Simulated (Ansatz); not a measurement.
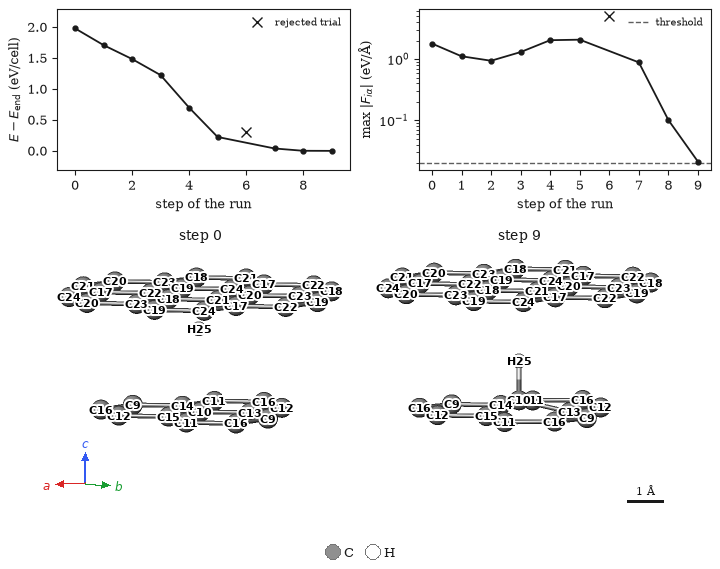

First and last geometry of a constrained relaxation of a slab of composition HC₂₄ (cut from the R-3m phase), with the history of the run. Style: ball-and-stick. Shown: the atoms within 4.2 Å of the atom that moves most (axes of the 2 × 2 repeat of the cell, outlined in the plane, without the vacuum (origin shifted)), from a free direction.

Case: H put near a hollow C-C site. The slab is the (0 0 1) face of C with H on it. 8 atoms are held fixed.

Method: Ansatz, DFT PBE+D3(BJ), scalar-relativistic, plane waves, PAW. Settings: plane-wave cutoff 420 eV; k-point mesh 6 × 6 × 1; occupations gaussian; smearing width 0.05 eV; collinear spin; dipole correction; atoms relaxed in a fixed cell; force threshold 0.02 eV/Å; at most 70 steps.

What do the curves and the structures tell?

The run was cut off at its time limit before the relaxation converged, so the last structure is only a point on the way. The largest move is that of H25, 0.92 Å along the normal (−c). Largest moves by element: H 0.92 Å, C 0.33 Å. The lattice vectors keep their values. Among the contacts that change: C10–H25 2.371 → 1.124 Å, C10–C13 1.423 → 1.481 Å, C11–C14 1.423 → 1.405 Å, C11–C16 1.423 → 1.434 Å. New bonds form, among them: C10–H25 (2.37 → 1.12 Å). Among the angles between lasting bonds that change: C13–C10–C14 120.0° → 115.9°. Over 8 accepted moves (9 points after the start) the energy falls by 1.979 eV per cell of the calculation. The largest force component goes from 1.8 to 0.021 eV/Å. The line search rejected the trial step at point 6 of the run. The program noted that the starting moments weren't kept. Cost: 14 min on 4 threads of Arm Neoverse V2, on a shared host, peak memory 2.1 GiB.

Limits of the set-up: the periodic images lie only 4.9 Å apart, so the values are limited by the cell's size.
